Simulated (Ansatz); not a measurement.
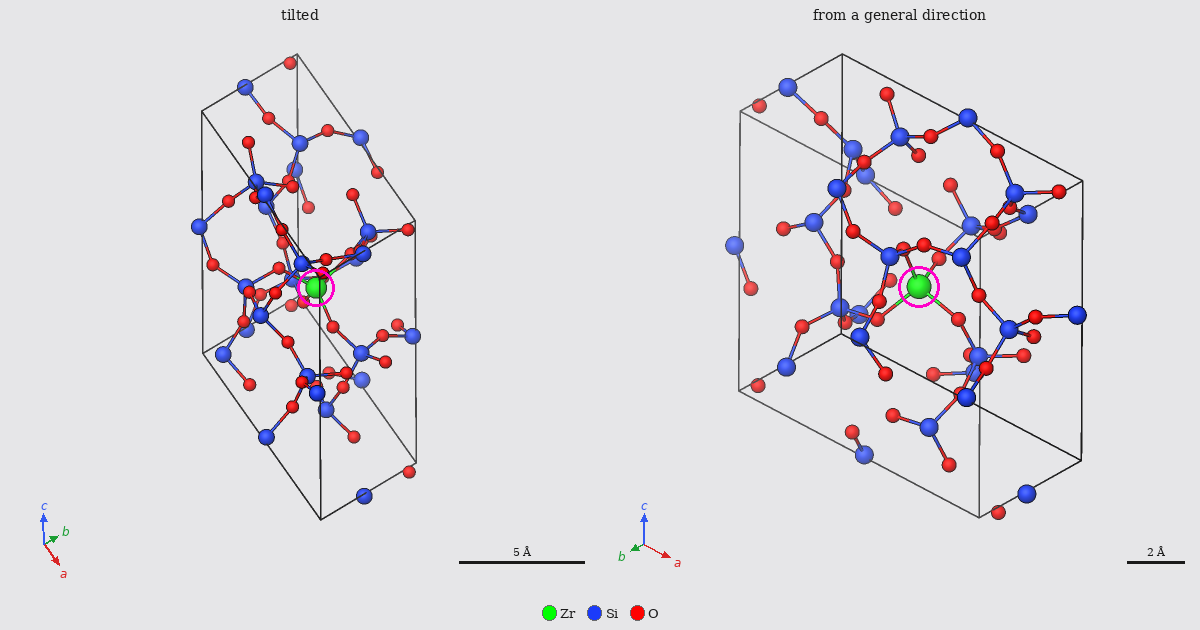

Ball-and-stick drawing of the structure, looking slightly off an axis and from a general direction. The supercell is drawn as a box. The host is SiO2, in a cell of 48 sites, and the cell carries a charge of +1. A ring marks the defect's site.

What imperfection does the supercell contain?

Answer. Zirconium on a silicon site (a substitutional impurity). It is bonded to four O in a tetrahedral arrangement at about 2.0 Å.

Calculation details: DFT PBE, scalar-relativistic, plane waves, PAW (Ansatz 0.2.0); 420 eV cutoff, 2×2×2 k-mesh, Gaussian smearing of 0.01 eV, collinear spins.

Does the calculation give a net moment?

Answer. Yes, 1.0 μB in the cell.

The atoms were relaxed in the host's cell with DFT PBE, scalar-relativistic, plane waves, PAW (Ansatz).
